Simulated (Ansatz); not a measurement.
# TiSi$_{3}$: what the fields show

```yaml
crystal:
  lattice:
    - [-3.82070, 3.88689, 0.00726]
    - [-3.82070, 0.00726, 3.88689]
    - [0.00000, 3.89415, 3.89415]
  atoms:
    - { symbol: Si, position: [0.00000, 0.00000, 0.00000] }
    - { symbol: Ti, position: [0.50000, 0.00000, 0.00000] }
    - { symbol: Si, position: [0.00000, 0.50000, 0.00000] }
    - { symbol: Si, position: [0.00000, 0.00000, 0.50000] }
    - { symbol: Si, position: [0.50000, 0.50000, 0.00000] }
    - { symbol: Ti, position: [0.50000, 0.00000, 0.50000] }
    - { symbol: Si, position: [0.00000, 0.50000, 0.50000] }
    - { symbol: Si, position: [0.50000, 0.50000, 0.50000] }
```

Space group Cmmm; computed without spin polarisation.

Theory: DFT PBE, scalar-relativistic, plane waves, PAW in Ansatz 0.2.0.

The density is the valence pseudo-density of a PAW calculation; it isn't the true density close to the nuclei.

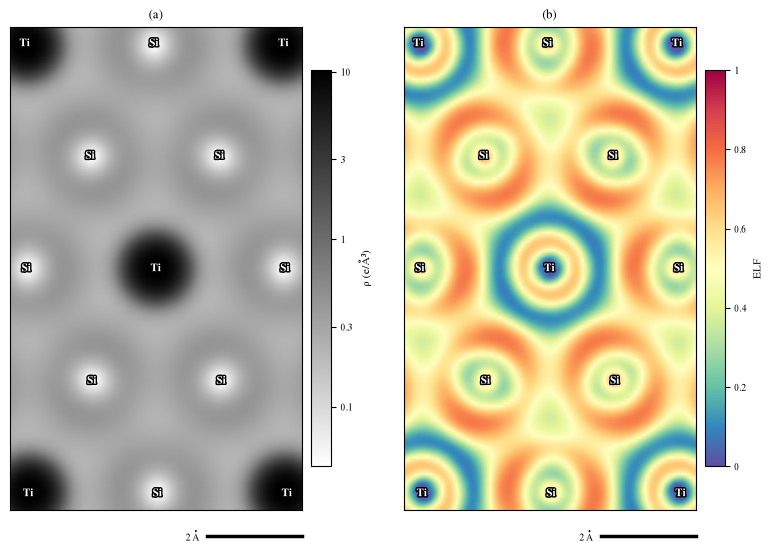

Figure 1. (a) valence electron density; (b) electron localisation function on the (001) plane of the calculation cell.

**Read the bonding off the picture.**

- The section cuts through Si and Ti sites.
- Ti–Si (2.73 Å): ρ at the midpoint is about 0.26 e/Å³; the ELF peaks at about 0.80 in the valence shell of Si, 0.9 Å from its nucleus, and is about 0.40 at the midpoint.
- Between the atoms the lowest density in this plane is 0.22 e/Å³.
- The features right at Ti lie inside the PAW spheres, where the map follows smoothed inner orbitals and isn't to be read closely.

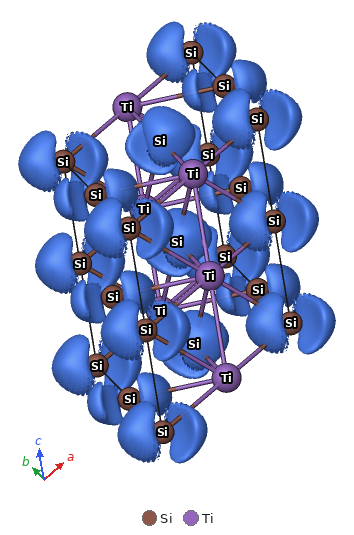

Figure 2. Isosurface of the ELF at 0.7 (blue), seen slightly off an axis. Core shells and regions of very low density are left out. Sticks mark near contacts.

**Where are the electrons localised?**

The ELF exceeds this value in four lobes of the valence shell of Si pointing towards Ti (polar bonds) and eight regions wrapped around Si (the valence shell of each), counted in one cell of 8 atoms. Regions shared between cells count once.


 Ti–Ti (2.75 Å): the ELF is about 0.30 at the midpoint: no localised pair shows between them.

**Does the calculation give a band gap?**

It is metallic or semimetallic at this level of theory: no gap opens.
